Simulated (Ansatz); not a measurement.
# CdSe: what the fields show

Input file:

```
crystal:
  lattice:
    - [-0.3345440567, 3.0413096065, 3.0413096065]
    - [3.0413096065, -0.3345440567, 3.0413096065]
    - [2.7067655498, 2.7067655498, 0.0]
  atoms:
    - { symbol: Cd, position: [0.0, 0.0, 0.0] }
    - { symbol: Se, position: [0.75, 0.75, 0.75] }
basis:
  ecutwfc: 420
kpoints:
  mp_grid: { grid: [10, 10, 10] }
hamiltonian:
  xc: pbesol
scf:
  occupations: { method: gaussian, width: 0.05 }
output:
  forces: true
  stress: true
  eigenvalues: true
  write_density: true
  write_potential: true
  elf: true
  volumetric_format: npy
```

Run with:

```sh
ansatz run input.yaml --threads 1 --pin off --max-ram 2048MiB --backend cpu --events-out ev --progress --plain --runs-dir out
```

Below, planes, directions and counts refer to the conventional cell (a = 3.83 Å, b = 4.77 Å, c = 6.08 Å, α = 90.00°, β = 90.00°, γ = 90.00°).

Space group Imm2; a structure from a database of computed crystals, not necessarily the ambient phase; changed on purpose from its base cell (engineering shear strain xz -0.2200, normal strain along z +0.0000); not relaxed (largest force 1.6 eV/Å); computed pressure about 4 GPa in this cell.

These are results of Ansatz 0.2.0, DFT PBEsol, scalar-relativistic, plane waves, PAW, not measurements.

Core electrons are frozen (PAW), and the valence fields are smoothed inside the atomic spheres.

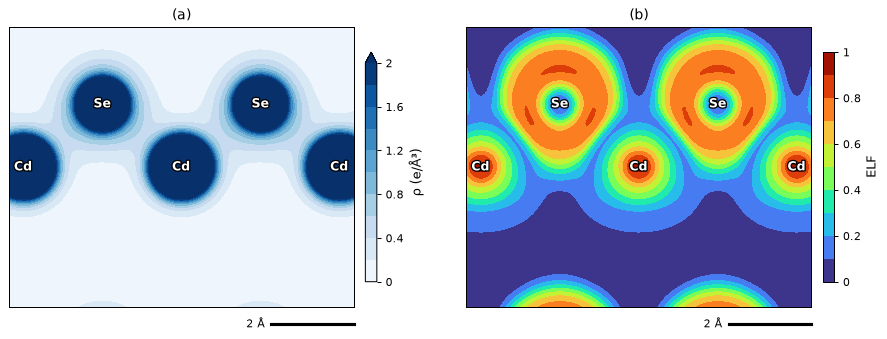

Figure 1. (a) valence pseudo-density; (b) electron localisation function on the (010) plane of the conventional cell.

**Read the bonding off the picture.**

The section cuts through Cd and Se sites.
Cd–Se (2.44 Å): ρ is about 0.54 e/Å³ halfway; the ELF is about 0.40 at the midpoint.
Between the atoms the lowest density in this plane is 0.01 e/Å³.
The features right at Cd lie inside the PAW spheres, where the map follows smoothed inner orbitals and isn't to be read closely.

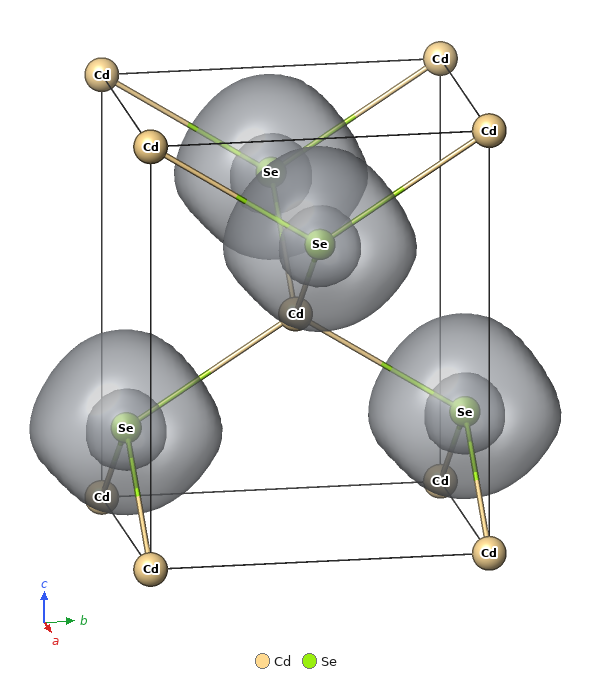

Figure 2. Isosurface of the ELF at 0.65 (grey), seen slightly off an axis. Core shells and regions of very low density are left out. Sticks mark near contacts.

**Identify the bonds, lone pairs and shells in this picture.**

At this value the surface marks out two regions wrapped around Se (the valence shell of each), counted in one cell of 4 atoms. Regions shared between cells count once.


 Cd–Se (2.83 Å): the ELF is about 0.35 at the midpoint and 0.15 at its lowest between the atoms.
